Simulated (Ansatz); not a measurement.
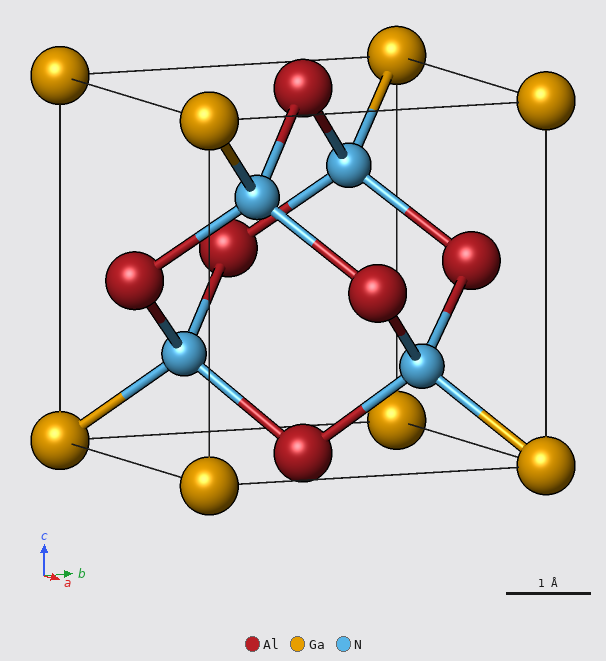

Lattice vibrations of solid Al₃GaN₄, at the zone centre. Style: ball-and-stick. Shown: the cell of the calculation, slightly off an axis.

The calculation used DFT PBEsol, scalar-relativistic, plane waves, PAW (Ansatz 0.2.0). Settings: plane-wave cutoff 420 eV; k-point mesh 6 × 6 × 6; occupations fixed; no spin polarisation.

Frequencies are those without the non-analytic (LO–TO) term.

Give the spectrum at this point.

Answer. The calculation's cell holds 8 atoms, so there are 21 optical modes, in 8 levels. The optical modes span 4T₂ + 2T₁ + A₁ + E. No level is unstable.

```
level  symmetry  frequency (cm⁻¹)                    activity
    1        T₂               242  infrared- and Raman-active
    2        T₁               327                      silent
    3        T₂               518  infrared- and Raman-active
    4        T₂               608  infrared- and Raman-active
    5        T₁               656                      silent
    6        T₂               658  infrared- and Raman-active
    7        A₁               684                Raman-active
    8         E               701                Raman-active
```

The displacement patterns (one member of each degenerate set), 6 of the levels:

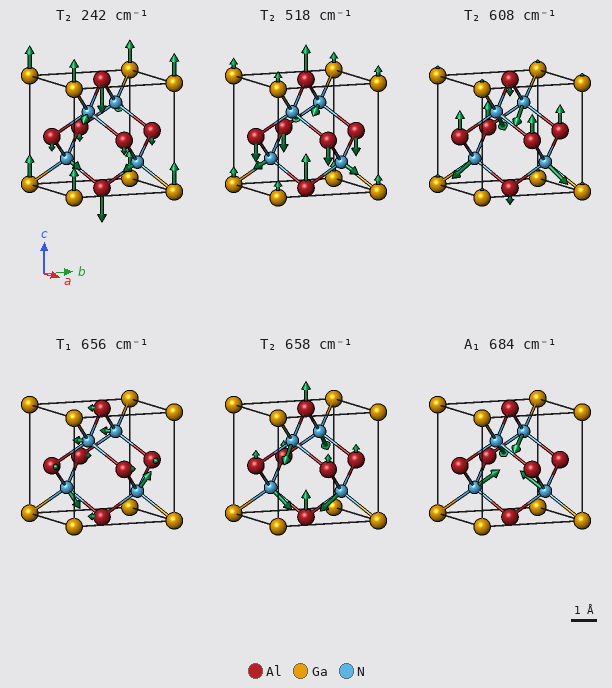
